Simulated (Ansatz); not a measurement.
## C4H: single-point calculation (part 2 of 2)

C4H (slab, 10 atoms in the cell); DFT PBE+D3(BJ), scalar-relativistic, plane waves, PAW, PAW set soft_1, no spin polarisation (Ansatz 0.2.0); cutoff 420 eV, 6×6×1 k-mesh, Gaussian smearing of 0.1 eV. The structure derives from an entry of the Crystallography Open Database.

Geometry of the input (Å; fractional positions):
```
4.9313  0.0000  0.0000
-2.4657  4.2706  0.0000
0.0000  0.0000  18.0000
C  0.3333  0.1667  0.2222
C  0.3333  0.6667  0.2222
C  0.8333  0.1667  0.2222
C  0.8333  0.6667  0.2222
C  0.1667  0.3333  0.2222
C  0.1667  0.8333  0.2222
C  0.6667  0.3333  0.2222
C  0.6667  0.8333  0.2222
H  0.7119  0.2881  0.3361
H  0.7881  0.2119  0.3361
```

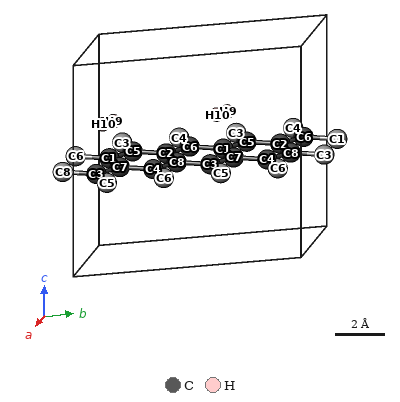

Figure 1. The input geometry (ball-and-stick view of the 1 × 2 repeat of the cell, with the vacuum cut short, seen slightly off an axis; neighbours outside the cell are drawn fainter; atoms are numbered from 1 in the order of the input). An atom can appear more than once, as a periodic image.

**Output, continued**
```
Fermi energy:    -2.206108 eV
Dipole field:    D = -0.011978 V/Å  (p = -0.025093 e·Å, saw-weighted, corrected)
Work function:   Φ+ = 4.5407 eV   Φ− = 4.3250 eV
Levels:          The Fermi level and band energies are counted from a zero that moves with the ramp; work functions are not
--- Per-component energies (eV) ---
  E_band       = -380.383861
  E_kinetic    = 738.546724
  E_local      = -12376.151217  (includes V_loc(G=0)·N_el)
  E_nonlocal   = 189.295222
  E_hartree    = 5809.793098
  E_xc         = -394.232275
  E_vxc        = -486.502877  (∫ρ·V_xc dr)
  E_paw        = -802.414653  (= ΣΔE_a)
  E_vpaw       = -64.785704  (= ΣTr[D̂ρ^β])
  E_aug_tail   = -0.002447  (compensation charges beyond the density's cutoff)
  E_efield     = 0.000150  (sawtooth field / dipole correction)
  E_vefield    = -0.368034  (∫n·V_field dr)
  E_ewald      = 4796.733860
  E_disp       = -0.823637  (pairwise vdW)
  E_smearing   = -0.004382  (= −TS)
  E_closure    = 0.000000  (closes the sum)
  Σ components = -2039.259556   (vs F -2039.259556, Δ=0.00e0)
--- Forces (eV/Å), atoms counted from 1 ---
  atom   1  C      0.19465949     0.00736018    -0.06551658
  atom   2  C      0.06900965    -0.03984274     0.08061536
  atom   3  C      0.26768051    -0.15454541    -0.90381099
  atom   4  C      0.09095564    -0.17226015    -0.06551658
  atom   5  C     -0.19465949    -0.00736018    -0.06551658
  atom   6  C     -0.06900965     0.03984274     0.08061536
  atom   7  C     -0.26768051     0.15454541    -0.90381099
  atom   8  C     -0.09095564     0.17226015    -0.06551658
  atom   9  H     -3.97719470     2.29623443     0.95434505
  atom  10  H      3.97719470    -2.29623443     0.95434505
  max |Σ_I F_I| component: 2.33e-4 eV/Å
--- Band table (eV; the first three rows and the last of 13) ---
  k-point 0: bands = ["-21.7414", "-16.5263", "-16.4830", "-16.4792", "-15.4705", "-15.4488", "-15.4474", "-10.4827", "-8.6464", "-8.6265", "-8.6264", "-8.1355", "-5.2372", "-5.2320", "-4.6300", "-4.5641", "-4.3161", "-0.6363", "-0.5801", "-0.5057", "1.5040", "2.0389", "2.5997", "3.7165", "4.2595", "5.0656", "5.1719"]
  k-point 1: bands = ["-21.5774", "-17.7611", "-16.8993", "-16.8814", "-14.8042", "-14.7837", "-13.9466", "-10.3381", "-9.1168", "-9.1101", "-8.4759", "-8.1314", "-5.8857", "-5.5753", "-5.2703", "-4.7357", "-4.4946", "-0.3299", "-0.2394", "0.4915", "1.7021", "2.2076", "2.7870", "3.8991", "4.3279", "5.1706", "5.5306"]
  k-point 2: bands = ["-21.0872", "-19.1570", "-17.3164", "-17.2986", "-13.6365", "-13.6146", "-11.8458", "-10.2768", "-10.2543", "-9.9519", "-8.1467", "-7.9762", "-7.5232", "-6.4812", "-6.3634", "-4.9236", "-4.6488", "0.2423", "0.3129", "2.1962", "2.5912", "2.7263", "3.3681", "4.2235", "4.6959", "5.1069", "5.3020"]
  k-point 12: bands = ["-20.2897", "-20.2617", "-17.4741", "-17.4427", "-12.7411", "-12.7328", "-11.2006", "-11.1648", "-9.7863", "-9.6344", "-9.5207", "-8.1317", "-7.2522", "-7.2493", "-7.1732", "-4.9545", "-4.6096", "0.4788", "0.6060", "2.2693", "3.5136", "3.7006", "4.0006", "4.4702", "4.6459", "4.9752", "5.0653"]
```

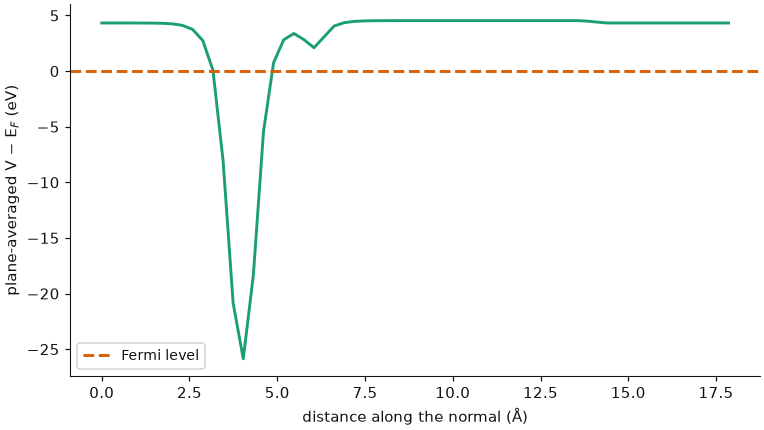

Figure 2. Plane average of the electrostatic potential energy of an electron across the cell, from the Fermi level. The vacuum level lies 4.54 eV above the Fermi level on the upper side and 4.33 eV on the lower.

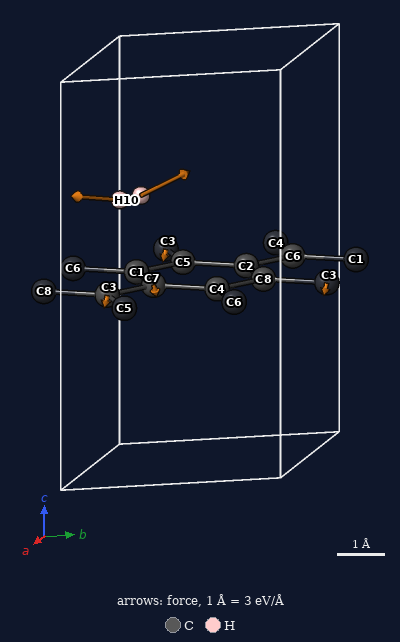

Figure 3. Forces on the atoms as orange arrows (ball-and-stick view of the cell of the calculation, with the vacuum cut short, seen slightly off an axis; neighbours outside the cell are drawn fainter; atoms are numbered from 1 in the order of the input); the smallest are left out. The largest act on H9, H10 (4.69 eV/Å). The geometry is not a stationary point of this energy.

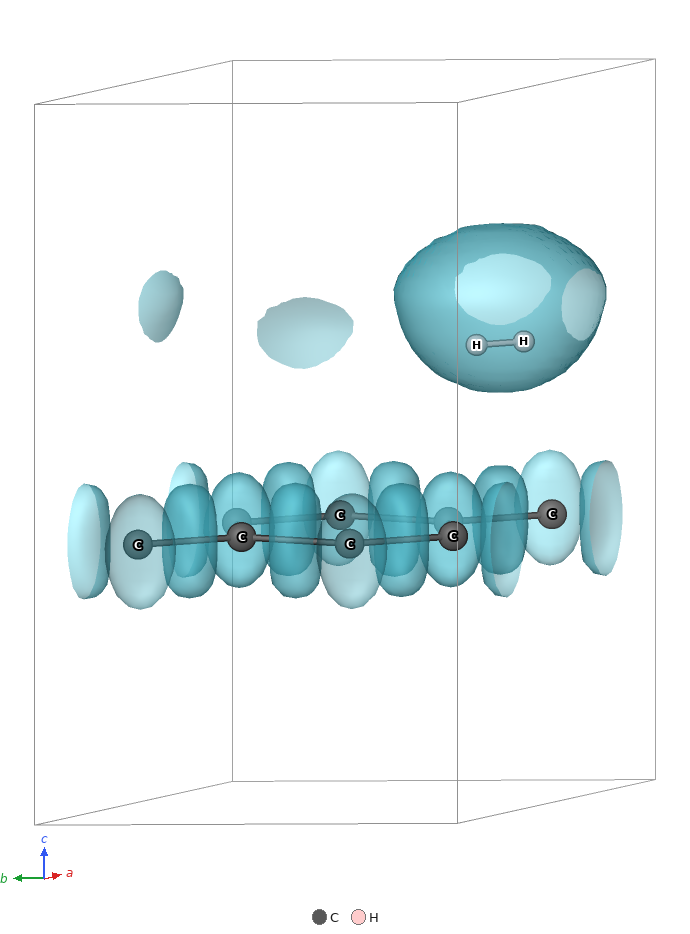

Figure 4. Isosurface of the ELF at 0.8 (cyan), seen at an oblique angle. Only the valence region is drawn (cores and ρ < 0.01 e/Å³ removed). Sticks mark near contacts. The ELF exceeds this value in twelve regions between bonded C–C atoms (shared pairs) and one joined region spread over several atoms (H), counted in one cell of 10 atoms.  Values along the shortest contacts: C–C (1.42 Å): the ELF peaks at about 0.95 between the atoms, which marks a shared electron pair. The fields are those of the smooth PAW valence density.

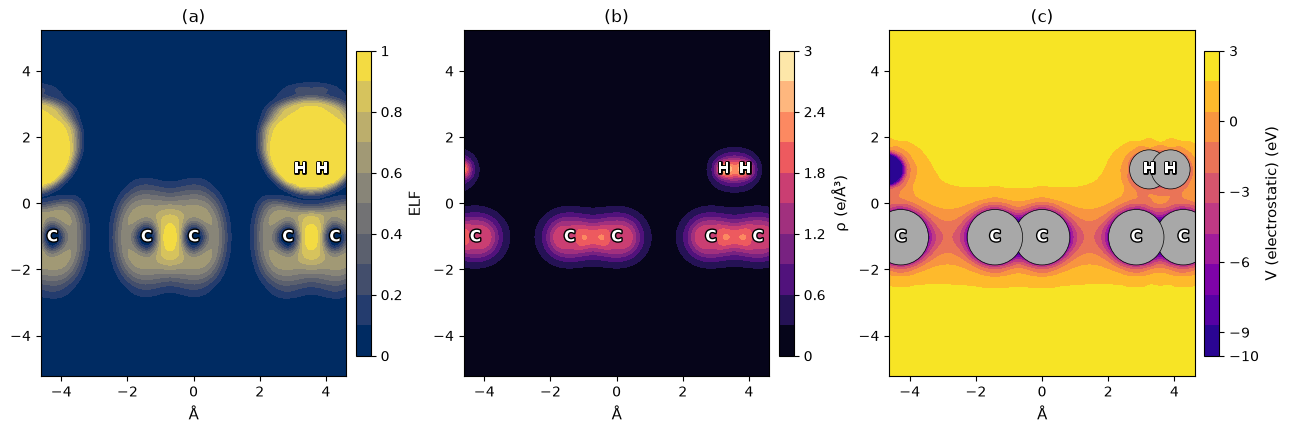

Figure 5. (a) ELF; (b) valence electron density; (c) electrostatic potential (local pseudopotential plus Hartree) felt by an electron on the (110) plane of the calculation cell, a cut from vacuum to vacuum. Grey discs, where drawn, cover atomic cores. Atoms in the plane: C and H. H–H (0.65 Å): ρ is about 2.3 e/Å³ halfway; the ELF is about 1 at the midpoint (a covalent bond by its length). C–C (1.42 Å): ρ at the midpoint is about 2 e/Å³, a local maximum along the line; the ELF peaks at about 0.95 between the atoms, as expected for localised, shared-pair bonding. The density dies away to nearly zero in the vacuum.

**Summary**

| quantity | value |
| --- | --- |
| outcome | converged |
| electrons treated | 34 |
| free energy | −2039.2596 eV |
| work function, top face | 4.54 eV |
| work function, bottom face | 4.33 eV |
| Fermi energy | −2.206 eV |
| gap on the k-point mesh | 0.12 eV |
| work function (upper face) | 4.54 eV |
| largest force (length of the vector) | 4.691 eV/Å |
| wall time | 14 s |
| peak memory | 0.47 GiB |

**Notes**

The program warns: the structure was made exactly symmetric; the exchange-correlation potential is rough where the density is thin.
